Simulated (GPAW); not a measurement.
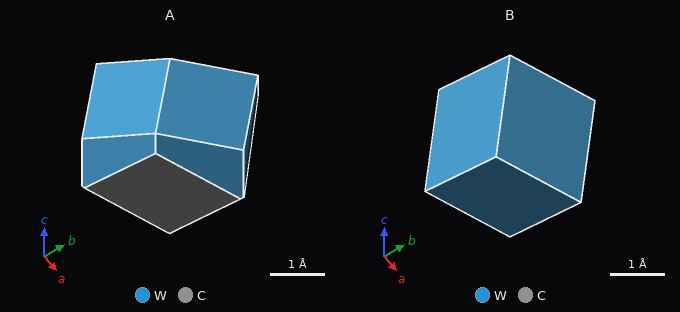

Computed Voronoi cells of the 2 sites of this structure, drawn to one scale and in one orientation; each face has the colour of the neighbour behind it.

W2C, space group P-3m1 (No. 164), a = 3.070 Å, b = 3.070 Å, c = 4.678 Å, α = 90.00°, β = 90.00°, γ = 120.00°

```
site  Wyckoff       x       y       z
   W       2d  0.6667  0.3333  0.2537
   C       1a  0.0000  0.0000  0.0000
```

Origin: a cell listed in the Materials Project, as set up for an electronic-structure calculation.

Q: Which cell belongs to which site?

A: A is W (12 faces above 1 % of the solid angle, 14.2 Å³, facing W 50 %, C 50 %); B is C (6 faces above 1 % of the solid angle, 9.7 Å³, facing only W).
